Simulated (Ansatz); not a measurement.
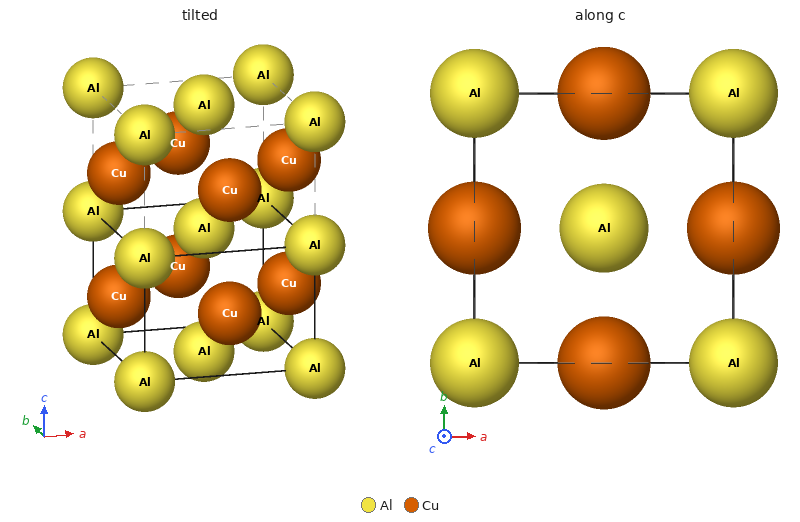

Spheres-only representation of a periodic structure, projected slightly off an axis and along the c axis. The conventional unit cell (solid box) is repeated to 1×1×2 cells.

The solid is AlCu. Its lattice is base-centred orthorhombic, its space group Cmmm (No. 65). The cell comprises 2 formula units: 2 Al, 2 Cu. About every Al there are eight Cu in a cubic arrangement. About every Cu there are eight Al in a cubic arrangement.

The cell started as a structure listed in the Materials Project. The cell was then strained or its atoms displaced on purpose. A calculation with Ansatz used it as input.

At this level of theory the cell isn't at rest (stretched, at -5 GPa), so its distances can differ from those at equilibrium, the more so the softer the solid.
